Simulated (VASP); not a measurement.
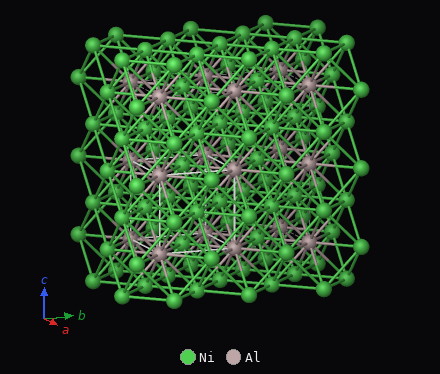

The compound is AlNi₃ (space group Pm-3m, No. 221), taken as a cell listed in the Materials Project, as set up for an electronic-structure calculation.

Bonds are taken as Al–Ni below 2.8 Å and Ni–Ni below 2.8 Å; no other contact counts. Atoms with one bond or none are removed and atoms with two bonds are replaced by edges, until no such atom is left.

**What kind of net remains, and which atoms are its nodes?**

A uninodal 12-connected, three-periodic net: Ni and Al are 12-connected nodes.

**Which named net is it?**

It is the fcu net, known from cubic close packing.

**Is the net interpenetrated?**

It is a single net, without interpenetration.

**How many nodes does the smallest cycle have?**

Three.

The simplified net, drawn on the atoms' positions. Nodes are coloured by element. Edges to nodes outside the piece are drawn as stubs.

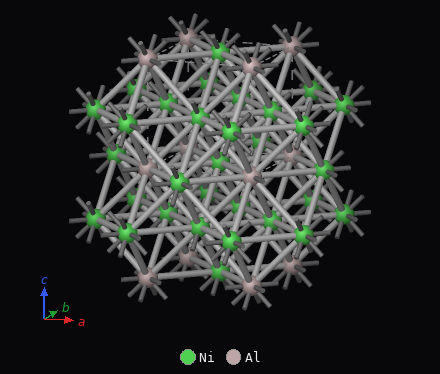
